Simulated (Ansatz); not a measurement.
## A series of single points on Ti6H

System: Ti6H (slab, 14 atoms in the cell).
Method: DFT PBE, scalar-relativistic, plane waves, PAW, PAW set soft_1, no spin polarisation (Ansatz 0.2.0).

The 5 runs differ only in the geometry, by a shift of atoms along one path in a fixed cell. The shift s is measured from run 3: H13 moves along the Cartesian direction (0.00, 0.00, −1.00), and H14 with it in fixed proportion. The structure derives from a Materials Project entry.

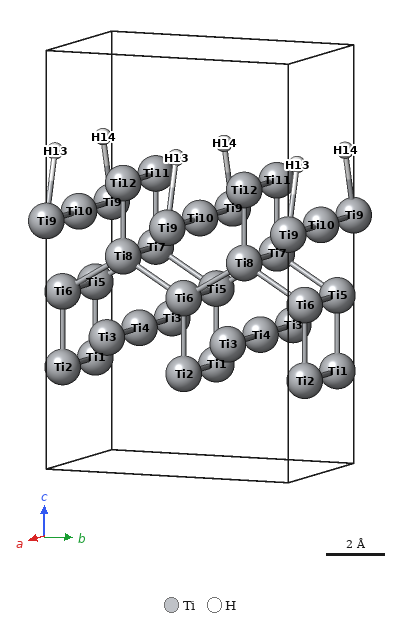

Figure 1. The structure of run 3 (ball-and-stick view of the 1 × 2 repeat of the cell, with the vacuum cut short, seen slightly off an axis; atoms are numbered from 1 in the order of the input). An atom can appear more than once, as a periodic image.

**Input of run 3**
```yaml
crystal:
  lattice:
    - [5.6639455763, 0.0, 0.0]
    - [0.0, 4.5793473381, 0.0]
    - [0.0, 0.0, 24.5506933039]
  atoms:
    - { symbol: Ti, position: [0.25, 0.0, 0.1629281891] }
    - { symbol: Ti, position: [0.75, 0.0, 0.1629281891] }
    - { symbol: Ti, position: [0.0, 0.5, 0.2167736627] }
    - { symbol: Ti, position: [0.5, 0.5, 0.2167736627] }
    - { symbol: Ti, position: [0.25, 0.0, 0.2706191363] }
    - { symbol: Ti, position: [0.75, 0.0, 0.2706191363] }
    - { symbol: Ti, position: [0.25, 0.5, 0.3256599435] }
    - { symbol: Ti, position: [0.75, 0.5, 0.3256599435] }
    - { symbol: Ti, position: [0.0, 0.0, 0.3779650127] }
    - { symbol: Ti, position: [0.5, 0.0, 0.3779650127] }
    - { symbol: Ti, position: [0.25, 0.5, 0.4297513383] }
    - { symbol: Ti, position: [0.75, 0.5, 0.4297513383] }
    - { symbol: H, position: [-0.1319751382, 0.0, 0.4741492698] }
    - { symbol: H, position: [0.1319751382, 0.0, 0.4741492698] }
basis:
  ecutwfc: 420
kpoints:
  mp_grid: { grid: [5, 6, 1] }
hamiltonian:
  xc: pbe
  pseudopotentials: { kind: paw, azcp: { folder: soft_1 } }
scf:
  occupations: { method: gaussian, width: 0.1 }
output:
  forces: true
  eigenvalues: true
efield:
  axis: 3
  dipole_correction: true
  ramp_width: 0.04
```

Command:
```bash
ansatz run input.yaml --threads 4 --pin off --max-ram 12288MiB --backend cpu --events-out ev --progress --plain --runs-dir out
```

Run 2 differs from it as follows:
```diff
-    - { symbol: H, position: [-0.1319751382, 0.0, 0.4741492698] }
-    - { symbol: H, position: [0.1319751382, 0.0, 0.4741492698] }
+    - { symbol: H, position: [-0.1319751382, 0.0, 0.487183525] }
+    - { symbol: H, position: [0.1319751382, 0.0, 0.487183525] }
```

**Results, with one run withheld**

| run | shift s of H13 (Å) | free energy per atom, from the lowest run given (meV) | force along the path (eV/Å) |
| --- | --- | --- | --- |
| 1 | −0.6400 | 186.10 | 1.396 |
| 2 | −0.3200 | ? | ? |
| 3 | 0.0000 | 94.86 | 2.449 |
| 4 | 0.3200 | 38.80 | 2.315 |
| 5 | 0.6400 | 0.00 | 0.699 |

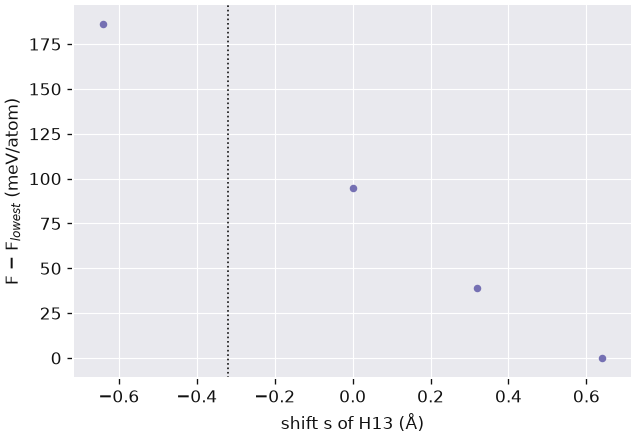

Figure 2. Free energy per atom of the runs given; the dotted line marks run 2.

Estimate the energy of run 2 from the others.

A quadratic polynomial in the coordinate, fitted to the 4 runs given, misses them by at most 5.29 meV per atom. With x = s − 0.0800, it reads F = 79.124 − 146.87 x + 3.6444 x² (meV per atom). At run 2 it gives 138.46 meV per atom, and the run itself gives 146.71. The slope of the fit gives a force −dF/ds of 2.097 eV/Å along the path (summed over the atoms that move), and the printed forces give 2.033 eV/Å. The fit has no minimum inside this range. The fit misses that run by 8.25 meV per atom.

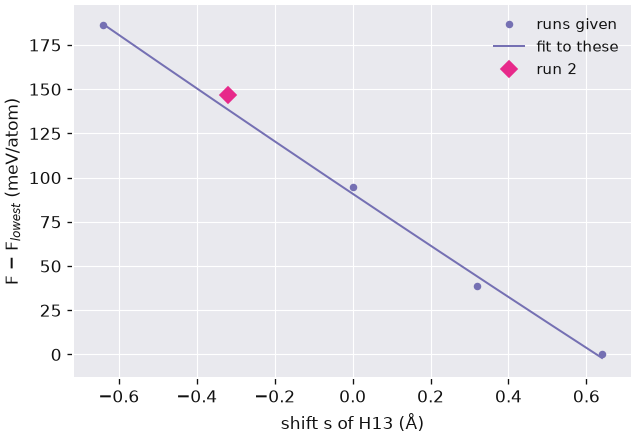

Figure 3. The fit and the withheld run.

**Output, shortened to warnings, some set-up lines, iterations and results (run 2)**
```
Basis set: ecut = 420 eV, 12455 PW (Γ), exchange–correlation on 80×64×360 points (8 copies of the dense FFT grid, shifted against one another)
Symmetry: 4 space group operations
k-points: 12 of 30
Initial density: superposition of atomic densities (neutral atoms: chi_scale 0, normalization atom)
[...]
SCF iter   1: F=—  HF=-30031.230116 eV  |F-HF|=—  |Δ(HF+E_count)|=         —  Δρ=5.42e-2  dr2=1.85e2  ethr=3.10e-3  p=-0.000 e·Å  D=-6.12e-7 V/Å  ΔV_dip=0.00 eV  …
SCF iter   2: F=—  HF=-30026.078935 eV  |F-HF|=—  |Δ(HF+E_count)|=    5.15e0  Δρ=6.12e-2  dr2=2.23e2  ethr=3.10e-3  p=-0.331 e·Å  D=-9.41e-2 V/Å  ΔV_dip=2.31 eV  …
SCF iter   3: F=—  HF=-30019.110836 eV  |F-HF|=—  |Δ(HF+E_count)|=    6.97e0  Δρ=1.13e-2  dr2=1.73e0  ethr=3.10e-3  p=-0.167 e·Å  D=-4.74e-2 V/Å  ΔV_dip=1.16 eV  …
SCF iter   4: F=—  HF=-30019.080120 eV  |F-HF|=—  |Δ(HF+E_count)|=   3.07e-2  Δρ=4.01e-3  dr2=1.76e-1  ethr=1.18e-3  p=-0.103 e·Å  D=-2.93e-2 V/Å  ΔV_dip=0.72 eV  …
SCF iter   5: F=—  HF=-30019.101963 eV  |F-HF|=—  |Δ(HF+E_count)|=   2.18e-2  Δρ=2.44e-3  dr2=2.30e-1  ethr=1.20e-4  p=-0.106 e·Å  D=-3.01e-2 V/Å  ΔV_dip=0.74 eV  …
SCF iter   6: F=—  HF=-30019.098830 eV  |F-HF|=—  |Δ(HF+E_count)|=   3.13e-3  Δρ=1.24e-3  dr2=6.76e-2  ethr=1.20e-4  p=-0.097 e·Å  D=-2.77e-2 V/Å  ΔV_dip=0.68 eV  …
SCF iter   7: F=—  HF=-30019.097971 eV  |F-HF|=—  |Δ(HF+E_count)|=   8.59e-4  Δρ=2.51e-4  dr2=1.72e-3  ethr=4.63e-5  p=-0.081 e·Å  D=-2.29e-2 V/Å  ΔV_dip=0.56 eV  …
SCF iter   8: F=—  HF=-30019.098504 eV  |F-HF|=—  |Δ(HF+E_count)|=   5.33e-4  Δρ=1.41e-4  dr2=2.34e-4  ethr=1.18e-6  p=-0.067 e·Å  D=-1.92e-2 V/Å  ΔV_dip=0.47 eV  …
SCF iter   9: F=—  HF=-30019.098483 eV  |F-HF|=—  |Δ(HF+E_count)|=   2.03e-5  Δρ=5.10e-5  dr2=2.82e-5  ethr=1.60e-7  p=-0.064 e·Å  D=-1.82e-2 V/Å  ΔV_dip=0.45 eV  …
SCF iter  10: F=—  HF=-30019.098329 eV  |F-HF|=—  |Δ(HF+E_count)|=   1.55e-4  Δρ=1.58e-5  dr2=4.59e-6  ethr=1.93e-8  p=-0.064 e·Å  D=-1.81e-2 V/Å  ΔV_dip=0.44 eV  …
SCF iter  11: F=—  HF=-30019.098331 eV  |F-HF|=—  |Δ(HF+E_count)|=   1.76e-6  Δρ=5.81e-6  dr2=4.87e-7  ethr=3.15e-9  p=-0.064 e·Å  D=-1.82e-2 V/Å  ΔV_dip=0.45 eV  …
SCF iter  12: F=-30019.098331 eV  HF=-30019.098331 eV  |F-HF|=5.96e-9  |Δ(HF+E_count)|=   3.03e-7  Δρ=2.15e-6  dr2=7.70e-8  ethr=6.85e-11  p=-0.064 e·Å  D=-1.81e-2 V/Å  …
SCF 1 converged in 12 iterations: F = -30019.098331 eV  dr2 = 7.70e-8
SCF converged after 12 iterations
Free energy (F): -30019.098331 eV
Harris-Foulkes:  -30019.098331 eV  (|F-HF|=5.96e-9)
Internal energy: -30019.001821 eV  (E = F + TS)
E sigma→0 (E₀):  -30019.050076 eV
Entropy (-TS):   -0.096510 eV (-6.894 meV/atom)
Fermi energy:    2.045794 eV
Dipole field:    D = -0.018112 V/Å  (p = -0.063737 e·Å, saw-weighted, corrected)
Work function:   Φ+ = 3.8566 eV   Φ− = 3.4120 eV
Levels:          The Fermi level and band energies are counted from a zero that moves with the ramp; work functions are not
--- Per-component energies (eV) ---
  E_band       = -3518.318909
  E_kinetic    = 3387.429547
  E_local      = -148660.072906  (includes V_loc(G=0)·N_el)
  E_nonlocal   = 732.517218
  E_hartree    = 72433.964041
  E_xc         = -1400.264347
  E_vxc        = -1753.002374  (∫ρ·V_xc dr)
  E_paw        = -12509.170879  (= ΣΔE_a)
  E_vpaw       = -2091.401609  (= ΣTr[D̂ρ^β])
  E_aug_tail   = -0.002375  (compensation charges beyond the density's cutoff)
  E_efield     = 0.000577  (sawtooth field / dipole correction)
  E_vefield    = -1.633015  (∫n·V_field dr)
  E_ewald      = 55996.597304
  E_smearing   = -0.096510  (= −TS)
  E_closure    = 0.000000  (closes the sum)
  Σ components = -30019.098331   (vs F -30019.098331, Δ=0.00e0)
--- Forces (eV/Å), atoms counted from 1 ---
  atom   1  Ti    -0.00168475     0.00000000     0.44693078
  atom   2  Ti     0.00168475     0.00000000     0.44693078
  atom   3  Ti     0.00000000     0.00000000    -0.07684945
  atom   4  Ti     0.00000000     0.00000000    -0.06285227
  atom   5  Ti     0.01582365     0.00000000    -0.37715489
  atom   6  Ti    -0.01582365     0.00000000    -0.37715489
  atom   7  Ti    -0.02524760     0.00000000     0.05766676
  atom   8  Ti     0.02524760     0.00000000     0.05766676
  atom   9  Ti     0.00000000     0.00000000     1.05169525
  atom  10  Ti     0.00000000     0.00000000     0.03728572
  atom  11  Ti     0.01511895     0.00000000     0.41426522
  atom  12  Ti    -0.01511895     0.00000000     0.41426522
  atom  13  H      0.63500588     0.00000000    -1.01639399
  atom  14  H     -0.63500588     0.00000000    -1.01639399
  max |Σ_I F_I| component: 9.30e-5 eV/Å
```
